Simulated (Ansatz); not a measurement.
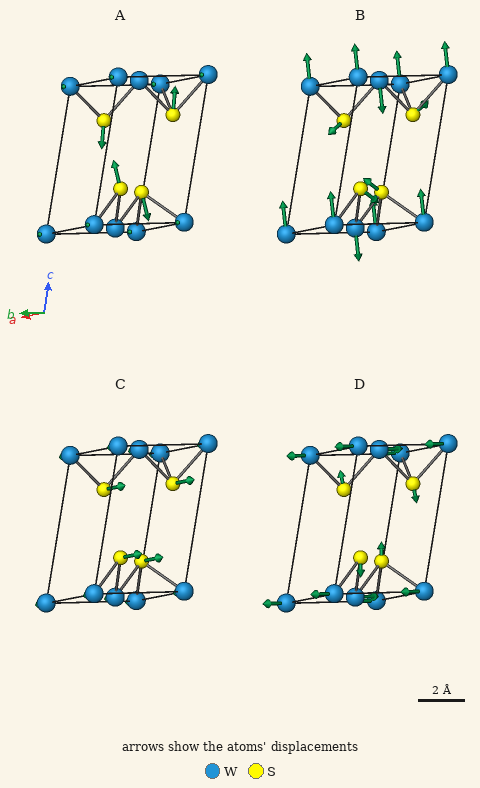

Four modes of a crystal of WS2 at the zone centre of a doubled cell, in no order (one member of each degenerate set). The green arrows are the displacements of the atoms (eigenvector over the root of the mass), of arbitrary overall length and sign. A ball-and-stick model of the cell of the calculation, seen from a free direction.

Method: DFT PBEsol, scalar-relativistic, plane waves, PAW in Ansatz. Set-up: plane-wave cutoff 420 eV; k-point mesh 10 × 6 × 10; occupations gaussian; smearing width 0.05 eV; no spin polarisation.

Frequencies are those without the non-analytic (LO–TO) term.

> Order them from the lowest to the highest frequency (imaginary ones first).

B (140 cm⁻¹), D (177 cm⁻¹), C (354 cm⁻¹), A (405 cm⁻¹). B, non-degenerate: Atoms of one kind move against one another, with no net shift of any sublattice; it mainly bends the S–W bonds; the kinetic energy is shared as W 81 %, S 19 %. D, non-degenerate: Atoms of one kind move against one another, with no net shift of any sublattice; it mainly bends the S–W bonds; the kinetic energy is shared as W 90 %, S 10 %. C, doubly degenerate: The S sublattice moves against the W sublattice, along a of the drawn cell; the kinetic energy is shared as S 74 %, W 26 %. A, non-degenerate: Atoms of one kind move against one another, with no net shift of any sublattice; it stretches the shortest S–W bonds (2.40 Å); the kinetic energy is shared as S 91 %, W 9 %.

Limits of the set-up: layers or molecules are held without a dispersion correction, so their spacing is unreliable.
